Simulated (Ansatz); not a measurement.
```xyz
4
Lattice="1.9197 1.9197 3.8394 1.9197 -1.9197 0.0000 1.9197 1.9197 -3.8394" Properties=species:S:1:pos:R:3 pbc="T T T"
Ir    2.7724    0.8527    1.7054
Ir    0.8527    0.8527   -0.2143
Ir    2.9867    2.9867    0.2143
Ir    2.9867    1.0670   -1.7054
```

Space group C2/m; not relaxed (largest force 1.8 eV/Å); computed pressure about 19 GPa in this cell; computed without spin polarisation.

All numbers below come from DFT PBE, scalar-relativistic, plane waves, PAW (Ansatz).

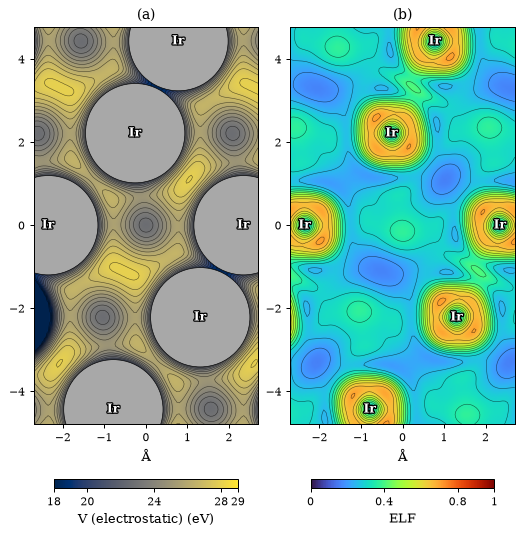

Ir. (a) electrostatic potential energy of an electron; (b) ELF on the (010) plane of the conventional cell. Grey discs cover the atomic cores in the potential map.

### What does the map show?

- The plane passes through Ir nuclei.
- Ir–Ir (2.45 Å): the ELF is about 0.40 at the midpoint.
- The features right at Ir lie inside the PAW spheres, where the map follows smoothed inner orbitals and isn't to be read closely.
- Outside the cores the potential energy rises away from the atoms and is highest about 1.8 Å from the nearest atoms; its zero is arbitrary.

### Does the calculation make it a metal, or give it a gap?

It is gapless in this calculation (a metal or semimetal).
